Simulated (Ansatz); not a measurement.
Geometry relaxation, with input and output: Fe₃Co (part 2 of 2)

Continued. System: Fe₃Co (P4/mmm, 4 atoms in the cell). Method: DFT r2SCAN, scalar-relativistic, plane waves, PAW, spin-polarised (Ansatz 0.2.0); cutoff 500 eV, 10×10×14 k-mesh, Gaussian smearing of 0.1 eV, collinear spins. The structure derives from a Materials Project entry.

Geometry of the input (Å; fractional positions):
```
4.0236  0.0000  0.0000
0.0000  4.0236  0.0000
0.0000  0.0000  2.8277
Fe 0.5000  0.5000  0.0000
Fe 0.5000  0.0000  0.5000
Fe 0.0000  0.5000  0.5000
Co 0.0000  0.0000  0.0000
```

## Log, continued
```
SCF iter   1: F=—  HF=-18589.739990 eV  |F-HF|=—  |Δ(HF+E_count)|=         —  Δρ=3.38e-5 (↑3.02e-5 ↓3.38e-5)  dr2=5.06e-7  dr2_τ=1.07e-8  dr2_m=2.23e-8  M=9.790 μB ∫|m|=11.042 μB  β_m=1.00  ethr=9.83e-9  ⟨swp⟩=4.3  Hψ=111058  notcnv=0
SCF iter   2: F=—  HF=-18589.739992 eV  |F-HF|=—  |Δ(HF+E_count)|=   2.63e-6  Δρ=1.96e-5 (↑1.96e-5 ↓1.86e-5)  dr2=1.09e-7  dr2_τ=3.92e-8  dr2_m=6.45e-9  M=9.790 μB ∫|m|=11.042 μB  β_m=1.00  ethr=7.79e-10  ⟨swp⟩=2.0  Hψ=21162  notcnv=0  κ⁻¹=1.0e0(r=1)
SCF iter   3: F=—  HF=-18589.739993 eV  |F-HF|=—  |Δ(HF+E_count)|=   5.11e-7  Δρ=1.32e-5 (↑1.28e-5 ↓1.32e-5)  dr2=1.87e-8  dr2_τ=2.26e-8  dr2_m=6.98e-10  M=9.790 μB ∫|m|=11.042 μB  β_m=1.00  ethr=1.68e-10  ⟨swp⟩=2.2  Hψ=21534  notcnv=0  κ⁻¹=8.3e-3(r=2)
SCF iter   4: F=—  HF=-18589.739994 eV  |F-HF|=—  |Δ(HF+E_count)|=   5.32e-7  Δρ=8.13e-6 (↑8.13e-6 ↓8.11e-6)  dr2=3.69e-9  dr2_τ=9.32e-9  dr2_m=1.75e-10  M=9.790 μB ∫|m|=11.042 μB  β_m=1.00  ethr=2.88e-11  ⟨swp⟩=2.2  Hψ=25403  notcnv=0  κ⁻¹=2.0e-3(r=3)
SCF iter   5: F=—  HF=-18589.739994 eV  |F-HF|=—  |Δ(HF+E_count)|=   3.93e-7  Δρ=1.49e-6 (↑1.47e-6 ↓1.49e-6)  dr2=6.51e-10  dr2_τ=1.70e-10  dr2_m=3.91e-11  M=9.790 μB ∫|m|=11.042 μB  β_m=1.00  ethr=5.68e-12  ⟨swp⟩=2.0  Hψ=26500  notcnv=0  κ⁻¹=2.5e-4(r=4)
SCF iter   6: F=—  HF=-18589.739994 eV  |F-HF|=—  |Δ(HF+E_count)|=   1.10e-8  Δρ=1.08e-6 (↑9.05e-7 ↓1.08e-6)  dr2=1.11e-9  dr2_τ=3.45e-11  dr2_m=1.04e-11  M=9.790 μB ∫|m|=11.042 μB  β_m=1.00  ethr=1.00e-12  ⟨swp⟩=2.0  Hψ=25742  notcnv=0  κ⁻¹=2.7e-5(r=5)
SCF iter   7: F=—  HF=-18589.739994 eV  |F-HF|=—  |Δ(HF+E_count)|=   7.23e-9  Δρ=8.45e-7 (↑6.41e-7 ↓8.45e-7)  dr2=6.60e-10  dr2_τ=1.34e-11  dr2_m=8.17e-12  M=9.790 μB ∫|m|=11.042 μB  β_m=1.00  ethr=1.00e-12  ⟨swp⟩=2.0  Hψ=23754  notcnv=0  κ⁻¹=1.2e-5(r=6)
SCF iter   8: F=—  HF=-18589.739994 eV  |F-HF|=—  |Δ(HF+E_count)|=   4.18e-9  Δρ=1.92e-7 (↑1.41e-7 ↓1.92e-7)  dr2=3.61e-11  dr2_τ=3.78e-13  dr2_m=1.49e-12  M=9.790 μB ∫|m|=11.042 μB  β_m=1.00  ethr=1.00e-12  ⟨swp⟩=2.0  Hψ=25379  notcnv=0  κ⁻¹=5.1e-6(r=7)
SCF iter   9: F=—  HF=-18589.739994 eV  |F-HF|=—  |Δ(HF+E_count)|=  4.29e-10  Δρ=1.03e-7 (↑8.70e-8 ↓1.03e-7)  dr2=6.20e-12  dr2_τ=4.34e-13  dr2_m=3.03e-13  M=9.790 μB ∫|m|=11.042 μB  β_m=1.00  ethr=1.00e-12  ⟨swp⟩=1.3  Hψ=16841  notcnv=0  κ⁻¹=1.7e-6(r=8)
SCF iter  10: F=—  HF=-18589.739994 eV  |F-HF|=—  |Δ(HF+E_count)|=  1.56e-10  Δρ=5.16e-8 (↑3.18e-8 ↓5.16e-8)  dr2=1.69e-12  dr2_τ=3.02e-14  dr2_m=1.02e-13  M=9.790 μB ∫|m|=11.042 μB  β_m=1.00  ethr=1.00e-12  ⟨swp⟩=1.0  Hψ=15456  notcnv=0  κ⁻¹=6.2e-6(r=8)
SCF iter  11: F=—  HF=-18589.739994 eV  |F-HF|=—  |Δ(HF+E_count)|=  2.91e-11  Δρ=3.08e-8 (↑1.59e-8 ↓3.08e-8)  dr2=4.06e-13  dr2_τ=8.47e-15  dr2_m=7.93e-14  M=9.790 μB ∫|m|=11.042 μB  β_m=1.00  ethr=1.00e-12  ⟨swp⟩=1.0  Hψ=15456  notcnv=0  κ⁻¹=8.0e-6(r=8)
SCF iter  12: F=—  HF=-18589.739994 eV  |F-HF|=—  |Δ(HF+E_count)|=    0.00e0  Δρ=1.64e-8 (↑8.39e-9 ↓1.64e-8)  dr2=1.46e-13  dr2_τ=1.05e-15  dr2_m=2.23e-14  M=9.790 μB ∫|m|=11.042 μB  β_m=1.00  ethr=1.00e-12  ⟨swp⟩=1.0  Hψ=15456  notcnv=0  κ⁻¹=4.9e-6(r=8)
SCF iter  13: F=-18589.739994 eV  HF=-18589.739994 eV  |F-HF|=2.18e-11  |Δ(HF+E_count)|=  3.64e-12  Δρ=1.67e-7 (↑4.69e-8 ↓1.67e-7)  dr2=2.44e-11  dr2_τ=9.94e-14  dr2_m=1.57e-12  M=9.790 μB ∫|m|=11.042 μB  ethr=1.00e-12  ⟨swp⟩=3.4  Hψ=55450  notcnv=0
the search or the solves at the SCF's close seem to have found levels that the self-consistency loop had missed (the run counts 1). By its estimate they hold under 1e-12 electrons; where the run keeps them, the occupations were computed again with them
SCF 4 converged in 13 iterations: F = -18589.739994 eV  dr2 = 2.44e-11
relax step   4: F+E_penalty+E_count = -18589.73999394 eV  Δ(F+E_penalty+E_count) = -1.236e-4 eV  max|allowed force component| = 5.956e-29 eV/Å  Δτ_max = 0.0000 Å  P = +0.004 GPa  Ω = 45.866 Å³  stress off target by 8.43e-3 GPa  SCF on the basis re-selected at this cell (its energy is not comparable with the rows above)  (13 SCF iters)
```

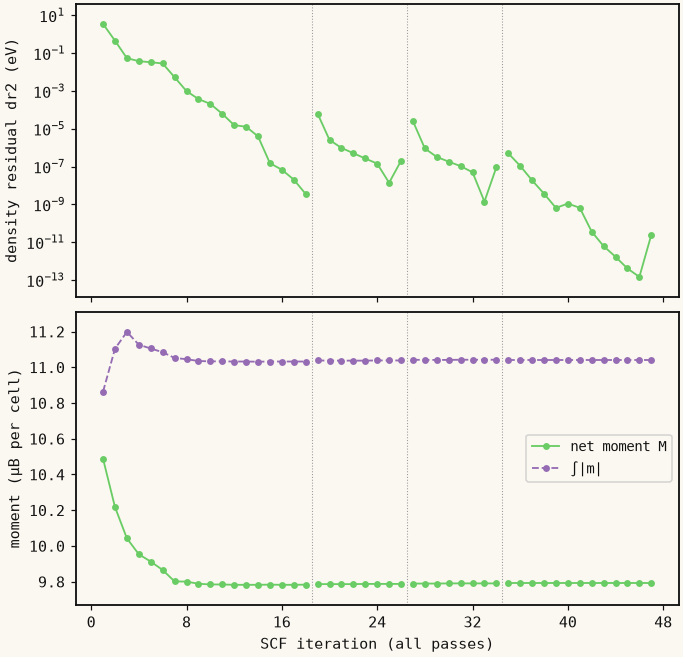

Convergence of the self-consistent field: density residual dr2 and magnetic moment against the SCF iteration. The dotted lines part the SCF passes of the relaxation: geometry steps, rejected trials and re-solves on a re-selected basis. The passes take 18, 8, 8 and 13 iterations. The net moment goes from 10.5 to 9.8 μB per cell.

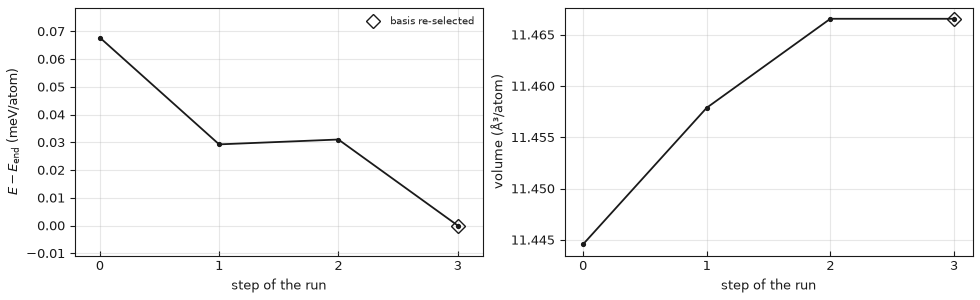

Progress of the relaxation, step by step (the first geometry is step 0 here and step 1 in the log). Over 2 geometry steps the energy falls by next to nothing (0.0 meV per atom). All forces vanish by symmetry, so only the cell relaxes. Pressure: 0.37 GPa at the start and 0.00 GPa at the end. The atoms keep their places relative to the cell (all moves are under 0.005 Å). A last SCF at the same geometry on a re-selected plane-wave basis shifts the energy by next to nothing (0.0 meV per atom).

```
basis re-selected at this cell: Δ(F+E_penalty+E_count) = -1.236e-4 eV, ΔP = +0.002 GPa vs the last step (what re-selecting the basis moved, of the pressure what is left beyond the Pulay correction that the steps carried, after the strain that the cell walked since its last selection, with what the two solves' SCF thresholds leave and, on support functions, any second-order correction that the steps lacked; it is no measure of the basis error at this ecutwfc). This SCF's stress stands 8.43e-3 GPa from its target on what of the cell is left free (relax.cell.stress_tol is 5.00e-2 GPa) and its largest allowed force component is 5.96e-29 eV/Å (relax.f_tol is 5.00e-3 eV/Å): within both
SCF converged after 13 iterations
Stability not checked: this state was not tested for a lower state beside it, because the mixer in use, unlike msr1, does not test its closes by its own steps (another_mixer; see scf.mixing.algorithm and scf.lower_state_search)
Magnetization: 9.7904 μB (37.3952 up, 27.6048 down)
Absolute magnetization: 11.0463 μB (∫|ρ↑−ρ↓|, with the PAW one-centre terms)
Spin contamination: 0.4334 ħ² per cell (⟨S²⟩ above its minimum at these occupations)
Per-site moments (μB) at R_I (Å): [(2.6947750021283534, 1.0149460849225451), (2.8749482209220023, 1.0149460849225451), (2.874948220922001, 1.0149460849225451), (1.9220311381022621, 1.0149460849225451)]
Free energy (F): -18589.739994 eV
Harris-Foulkes:  -18589.739994 eV  (|F-HF|=2.18e-11)
Internal energy: -18589.733472 eV  (E = F + TS)
E sigma→0 (E₀):  -18589.736733 eV
Entropy (-TS):   -0.006522 eV (-1.631 meV/atom)
Fermi energy:    18.195382 eV
--- Per-component energies (eV) ---
  E_band       = -997.910289
  E_kinetic    = 1500.078453
  E_local      = -9154.435021  (includes V_loc(G=0)·N_el)
  E_nonlocal   = 1125.303294
  E_hartree    = 3842.980019
  E_xc         = -496.671071
  E_vxc        = -733.306800  (∫ρ·V_xc dr)
  E_paw        = -5661.502445  (= ΣΔE_a)
  E_vpaw       = -1472.509723  (= ΣTr[D̂ρ^β])
  E_aug_tail   = 0.000824  (compensation charges beyond the density's cutoff)
  E_vtau       = 50.998735  (kinetic-family band-sum trace: ∫τ·v_τ [+ j·A + Jᵃ·Aᵃ] dr)
  E_ewald      = -9744.323894
  E_core_change = -1.163631  (= ΣΔE_core)
  E_smearing   = -0.006522  (= −TS)
  E_closure    = 0.000000  (closes the sum)
  Σ components = -18589.739994   (vs F -18589.739994, Δ=0.00e0)
--- Forces (eV/Å), atoms counted from 1 ---
  atom   1  Fe     0.00000000     0.00000000     0.00000000
  atom   2  Fe     0.00000000     0.00000000     0.00000000
  atom   3  Fe     0.00000000     0.00000000     0.00000000
  atom   4  Co    -0.00000000     0.00000000     0.00000000
  max |Σ_I F_I| component: 1.37e-28 eV/Å
--- Stress (GPa, compression-positive) ---
        0.002291       0.000000       0.000000
        0.000000       0.002291       0.000000
        0.000000       0.000000       0.008435
  P = ⅓ Tr σ = 0.0043 GPa (0.043 kbar)
--- Band table (eV; the first three rows and the last of 336) ---
  k-point 0 ↑: bands = ["-82.0567", "-74.2298", "-74.2161", "-73.7219", "-43.8569", "-43.8569", "-43.8410", "-39.0142", "-39.0142", "-38.8929", "-38.8659", "-38.8659", "-38.8650", "-38.3651", "-38.3617", "-38.3617", "9.2684", "12.4701", "12.5678", "12.6152", "12.6250", "13.9660", "13.9660", "14.9465", "14.9821", "14.9821", "15.8421", "15.8873", "16.1682", "16.2023", "16.3239", "16.4217", "17.1730", "17.1730", "17.2951", "17.6669", "17.6669", "18.4791", "18.4791", "24.8906", "25.0138", "28.0076", "28.0076", "28.1135", "33.6563", "33.7231"]
  k-point 1 ↑: bands = ["-82.0565", "-74.2294", "-74.2159", "-73.7219", "-43.8566", "-43.8566", "-43.8429", "-39.0139", "-39.0139", "-38.8951", "-38.8680", "-38.8631", "-38.8631", "-38.3692", "-38.3643", "-38.3643", "9.3772", "12.5305", "12.6101", "12.6694", "12.6979", "13.9578", "13.9578", "14.9742", "14.9816", "14.9816", "15.8544", "15.8599", "16.1755", "16.2040", "16.3389", "16.4077", "16.9318", "16.9318", "17.2651", "17.3203", "17.3203", "19.0845", "19.0845", "24.9119", "25.0342", "27.2915", "28.2043", "28.2043", "33.6903", "34.3232"]
  k-point 2 ↑: bands = ["-82.0561", "-74.2281", "-74.2152", "-73.7217", "-43.8556", "-43.8556", "-43.8481", "-39.0129", "-39.0129", "-38.9013", "-38.8764", "-38.8551", "-38.8551", "-38.3806", "-38.3720", "-38.3720", "9.6987", "12.6946", "12.7361", "12.8320", "12.9069", "13.9373", "13.9373", "14.9832", "14.9832", "15.0562", "15.7695", "15.8894", "16.1951", "16.2087", "16.3146", "16.3146", "16.3753", "16.3826", "17.0202", "17.0202", "17.1769", "20.0757", "20.0757", "24.9822", "25.1019", "25.5641", "28.7721", "28.7721", "33.7945", "34.6044"]
  k-point 167 ↓: bands = ["-78.8464", "-69.7833", "-69.7833", "-69.5561", "-40.7433", "-40.7034", "-40.7034", "-34.7105", "-34.6418", "-34.6418", "-34.5589", "-34.4802", "-34.4638", "-34.2174", "-34.2174", "-34.1744", "14.2011", "14.2046", "14.2046", "14.3509", "16.2149", "16.5571", "16.5571", "16.8438", "17.7776", "17.9306", "17.9306", "18.0883", "19.7559", "19.8882", "20.1404", "20.1404", "20.7429", "20.8344", "20.9802", "20.9802", "21.0994", "21.2372", "21.2372", "21.5181", "26.8228", "27.1306", "27.1306", "27.3800", "36.5948", "36.6820"]
--- Relaxed structure (3 steps of the walk, 3 accepted, 1 SCFs on fresh bases) ---
  F+E_penalty+E_count = -18589.73999394 eV   max|allowed force component| = 5.956e-29 eV/Å   (the final SCF, on the basis selected at the relaxed cell)
  cell:  # Å, volume = 45.8662 Å³
    - [4.021819131357722, 0.0, 0.0]
    - [0.0, 4.021819131357722, 0.0]
    - [0.0, 0.0, 2.835617536251884]
  atoms:
    - { symbol: Fe, position: [0.5, 0.5, 0.0] }
    - { symbol: Fe, position: [0.5, 1.2416434319950955e-38, 0.5] }
    - { symbol: Fe, position: [-1.6908262029815564e-37, 0.5, 0.5] }
    - { symbol: Co, position: [2.5161538960135906e-37, 6.573406404679917e-39, 0.0] }
--- Löwdin populations: 4 sites ---
  site symbol       q [e]    m [muB]
     0     Fe     15.7910     2.7172
     1     Fe     15.7169     2.8846
     2     Fe     15.7169     2.8846
     3     Co     16.7307     1.8737
  spilling = 0.016069 (of n_electrons = 65.000000)
```

## File populations.tsv
```
# site	symbol	l	j	q_up	q_dn
# orbitals = lowdin
# n_electrons = 65.000000
# spilling = 0.016069
0	Fe	0_3S	-	0.992838	0.993200
0	Fe	0_4S	-	0.442844	0.510654
0	Fe	1_3P	-	2.998436	2.997898
0	Fe	2_3D	-	4.819985	2.035106
1	Fe	0_3S	-	0.993016	0.993591
1	Fe	0_4S	-	0.448565	0.512728
1	Fe	1_3P	-	2.998515	2.998300
1	Fe	2_3D	-	4.860693	1.911529
2	Fe	0_3S	-	0.993016	0.993591
2	Fe	0_4S	-	0.448565	0.512728
2	Fe	1_3P	-	2.998515	2.998300
2	Fe	2_3D	-	4.860693	1.911529
3	Co	0_3S	-	0.993431	0.993597
3	Co	0_4S	-	0.443253	0.524195
3	Co	1_3P	-	2.998779	2.998297
3	Co	2_3D	-	4.866703	2.912409
```

## Trajectory as extended XYZ (Å, eV, eV/Å), 4 frames, from step=1 to step=4
```
4
Lattice="4.0236 0.0000 0.0000 0.0000 4.0236 0.0000 0.0000 0.0000 2.8277" Properties=species:S:1:pos:R:3:forces:R:3 step=1 energy=-18589.73972 pressure_GPa=0.37
Fe    2.0118    2.0118    0.0000    0.0000   0.0000   0.0000
Fe    2.0118    0.0000    1.4139    0.0000   0.0000   0.0000
Fe    0.0000    2.0118    1.4139    0.0000   0.0000   0.0000
Co    0.0000    0.0000    0.0000    0.0000   0.0000   0.0000
4
Lattice="4.0223 0.0000 0.0000 0.0000 4.0223 0.0000 0.0000 0.0000 2.8327" Properties=species:S:1:pos:R:3:forces:R:3 step=2 energy=-18589.73988 pressure_GPa=0.15
Fe    2.0112    2.0112    0.0000    0.0000   0.0000   0.0000
Fe    2.0112    0.0000    1.4164    0.0000   0.0000   0.0000
Fe    0.0000    2.0112    1.4164    0.0000   0.0000   0.0000
Co    0.0000    0.0000    0.0000    0.0000   0.0000   0.0000
4
Lattice="4.0218 0.0000 0.0000 0.0000 4.0218 0.0000 0.0000 0.0000 2.8356" Properties=species:S:1:pos:R:3:forces:R:3 step=3 energy=-18589.73987 pressure_GPa=0.00
Fe    2.0109    2.0109    0.0000    0.0000   0.0000   0.0000
Fe    2.0109    0.0000    1.4178    0.0000   0.0000   0.0000
Fe    0.0000    2.0109    1.4178    0.0000   0.0000   0.0000
Co    0.0000    0.0000    0.0000    0.0000   0.0000   0.0000
4
Lattice="4.0218 0.0000 0.0000 0.0000 4.0218 0.0000 0.0000 0.0000 2.8356" Properties=species:S:1:pos:R:3:forces:R:3 step=4 energy=-18589.73999 pressure_GPa=0.00
Fe    2.0109    2.0109    0.0000    0.0000   0.0000   0.0000
Fe    2.0109    0.0000    1.4178    0.0000   0.0000   0.0000
Fe    0.0000    2.0109    1.4178    0.0000   0.0000   0.0000
Co    0.0000    0.0000    0.0000    0.0000   0.0000   0.0000
```

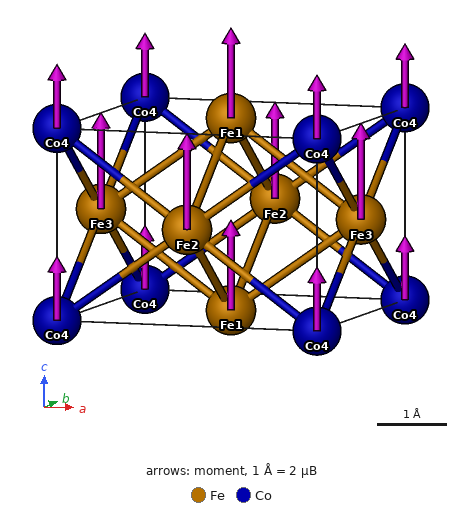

Magnetic moments of the sites as pink arrows (ball-and-stick view of the cell of the calculation, seen slightly off an axis; atoms are numbered from 1 in the order of the input); small moments hardly show. The run is collinear, so the axis drawn is arbitrary. Site moments: Fe2, Fe3 (2.87 μB); Fe1 (2.69 μB); Co4 (1.92 μB). They are counted near the atoms and needn't add up to the moment of the cell.

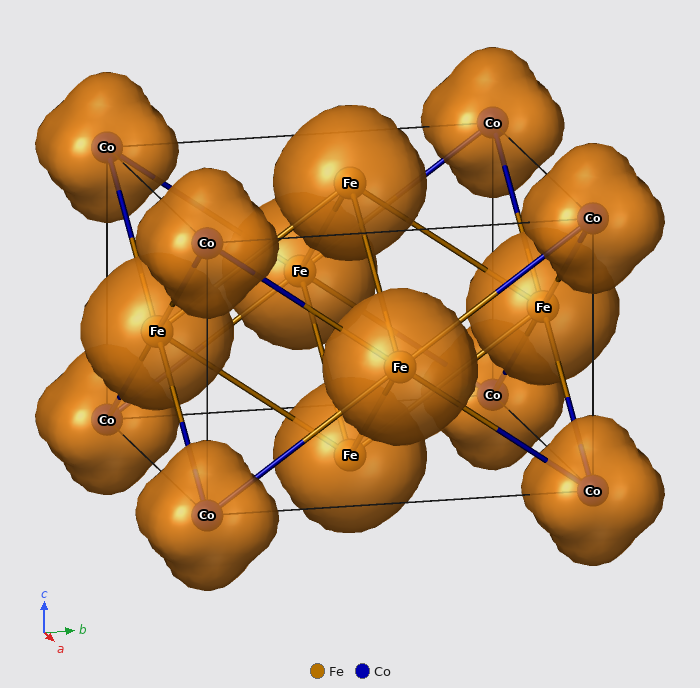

Isosurface of the magnetisation density (up minus down) at +0.3 e/Å³ (orange), seen slightly off an axis. Sticks mark near contacts. The outline is the cell set on symmetry axes. The cell of the calculation (4 atoms) carries 9.8 μB net. Core electrons are frozen (PAW), so the fields are smoothed inside the atomic spheres.

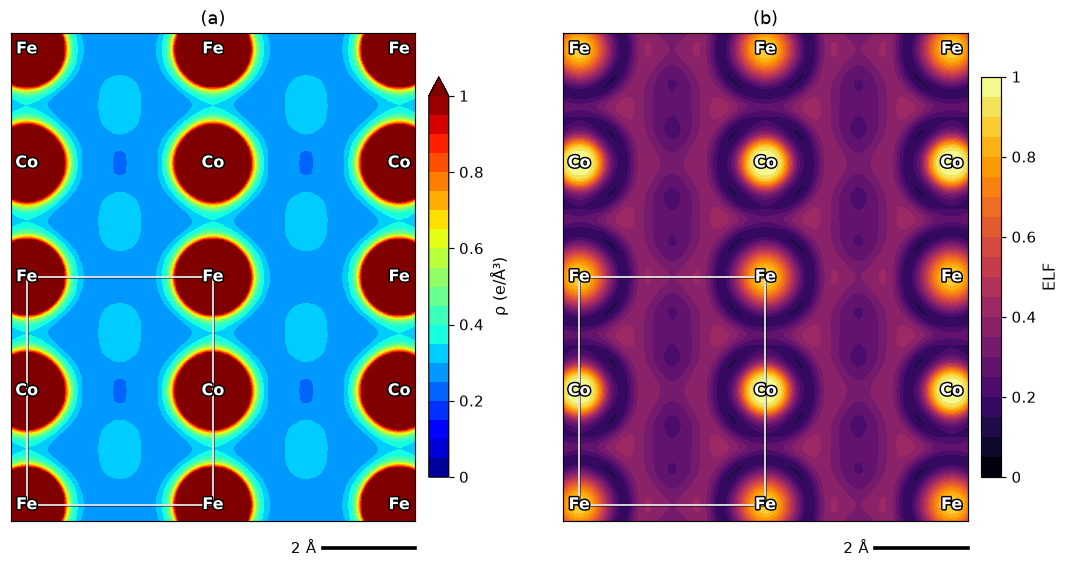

(a) valence pseudo-density; (b) ELF on the (101) plane of the conventional cell. The section cuts through Fe and Co sites. Fe–Co (2.46 Å): the density is about 0.35 e/Å³ at the midpoint; the ELF is about 0.25 at the midpoint; no localised pair between them. Away from the nuclei the density in this plane falls to 0.25 e/Å³ at its lowest. The strong features right at Fe and Co lie inside the PAW spheres (semicore, d or f shells) and say nothing about bonding.
